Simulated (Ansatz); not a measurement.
Mg. A set of calculations on one system.

Space group R-3m. This isn't the usual form at ambient conditions. The cell comes from a database of computed structures, not from a measurement.

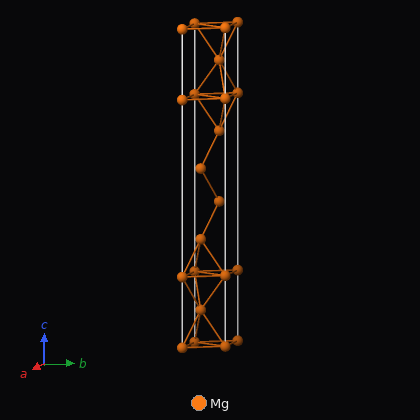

The conventional cell.

Input file:

```
crystal:
  lattice:
    - [1.5926943142, 0.9195424911, 7.6998773267]
    - [-1.5926943142, 0.9195424911, 7.6998773267]
    - [0.0, -1.8390849821, 7.6998773267]
  atoms:
    - { symbol: Mg, position: [0.0, 0.0, 0.0] }
    - { symbol: Mg, position: [0.22193559, 0.22193559, 0.22193559] }
    - { symbol: Mg, position: [0.77806441, 0.77806441, 0.77806441] }
basis:
  ecutwfc: 420
  fft_grid_basis: typed
kpoints:
  mp_grid: { grid: [12, 12, 12] }
hamiltonian:
  xc: pbe
scf:
  occupations: { method: gaussian, width: 0.05 }
output:
  forces: true
  stress: true
  eigenvalues: true
  bader: true
  write_density: true
  volumetric_format: npy
  elf: true
```

Launched as:

```sh
ansatz run input.yaml --threads 1 --pin off --max-ram 2560MiB --backend cpu --events-out ev --progress --plain --runs-dir out
```

The picture shows the conventional cell (a = 3.19 Å, b = 3.19 Å, c = 23.10 Å, α = 90.00°, β = 90.00°, γ = 120.00°).

Level of theory: DFT PBE, scalar-relativistic, plane waves, PAW (Ansatz).

Core electrons are frozen (PAW), so the maps are meaningful between the atoms, not at the nuclei.

### 1. Bonding charge

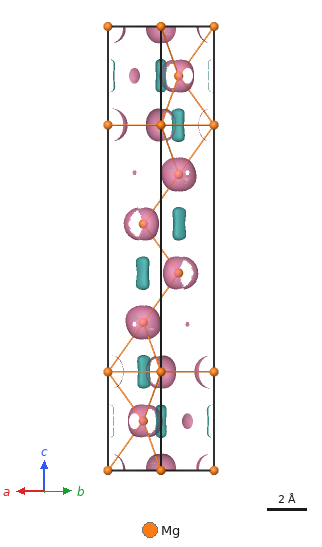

Density of the crystal less the sum of free-atom densities: teal surfaces at +0.02 and pink ones at −0.02 e/Å³, in the conventional cell seen along [110] (the regions close to the nuclei are left out). Cores are masked to 0.9 Å (Mg).

Describe the bonding charge.

Answer. Mg–Mg (3.15 Å): Δρ is +0.007 e/Å³ at the midpoint. Over the whole cell, outside the masked cores, the largest gain, 0.02 e/Å³, lies 1.9 Å from a magnesium nucleus, and the largest loss lies at the edge of the masked core of Mg. The rearranged charge, half the integral of |Δρ|, is about 0.12 e an atom.

### 2. Moving an atom

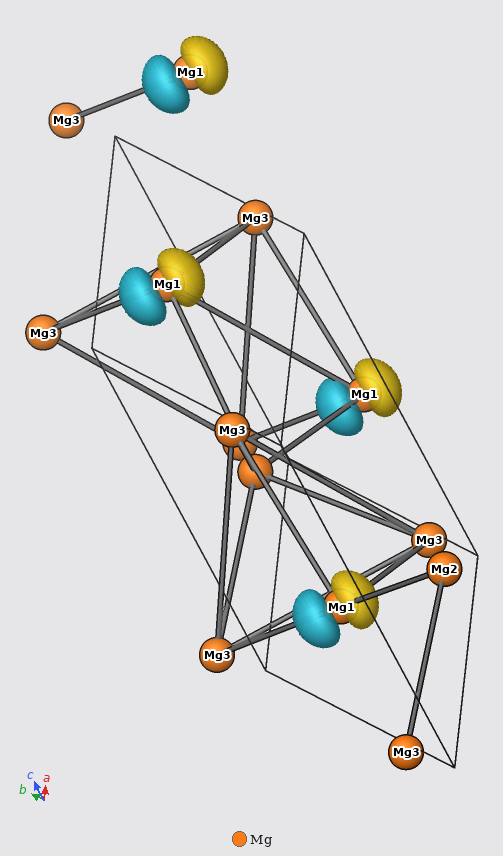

Mg: one atom of the 3-atom cell (and its periodic copies) was moved a little. Density after less density before, yellow at +3 and cyan at −3 e/Å³, seen slightly off an axis; cell a = 7.92 Å, b = 7.92 Å, c = 7.92 Å, α = 23.21°, β = 23.21°, γ = 23.21°. The lobes lie largely inside the PAW sphere, where the density is a smoothed one.

Which atom moved, and which way?

Answer. Mg1 moved towards the yellow lobe, up and to the right in the picture. In the run the shift was 0.15 Å along [1 −1 0] in the axes of the cell drawn.

How much does the computed force on the atom change?

Answer. The force on it changes by 0.11 eV/Å along the move, against it: a stiffness of about 0.76 eV/Å² for this sublattice shift.

### 3. Change of volume

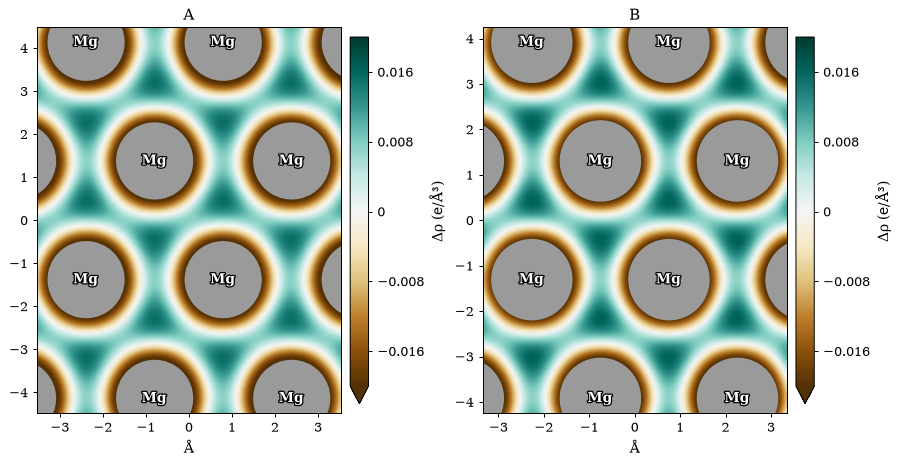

Mg: deformation density on the (001) plane of the conventional cell at two volumes, with the same fractional coordinates and one colour scale. Grey discs cover the cores.

How do the two volumes compare, and how does the bonding charge respond?

Answer. A is the larger cell: B has 85 % of the volume of A.
- From A to B, Mg–Mg goes from 3.15 to 2.98 Å, and Δρ at its midpoint stays at +0.007 e/Å³.
- The pressure is 0.7 GPa in A and 9.3 GPa in B.
- The rearranged charge is 0.12 e an atom in A and 0.11 e in B.

### 4. Putting it together

The two pressures give a mean stiffness −ΔP/Δln V of about 53 GPa over this range, with the atoms held at their fractional positions.
